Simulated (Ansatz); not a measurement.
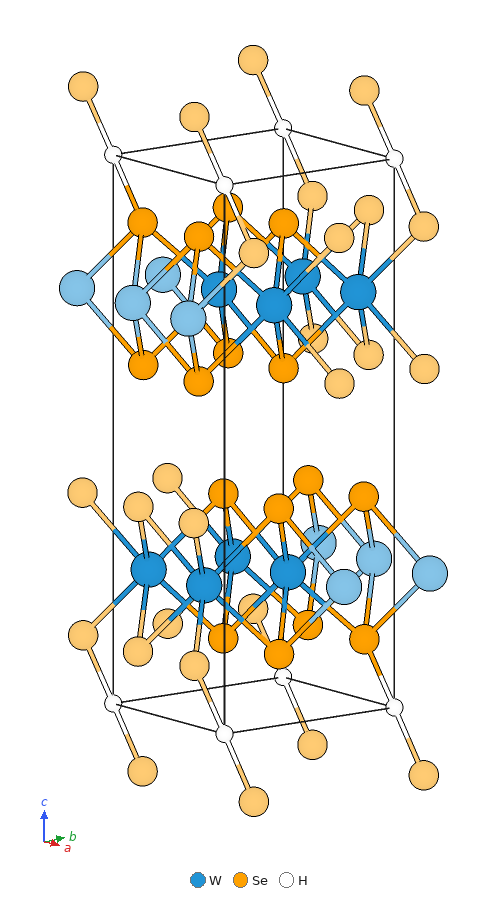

We look at a ball-and-stick model of the crystal slightly off an axis. Lines trace the edges of the simulation cell. Atoms just outside the outline that bond to atoms inside are added, in fainter colours.

Explain the picture.

- Formula: HW8Se16.
- With Z = 1, the cell contains 1 H, 8 W, 16 Se.

The model was built from a structure listed in the Materials Project, repeated into a supercell with a point defect put in. The atoms were relaxed in a fixed cell with Ansatz, DFT PBE+D3(BJ), scalar-relativistic, plane waves, PAW.
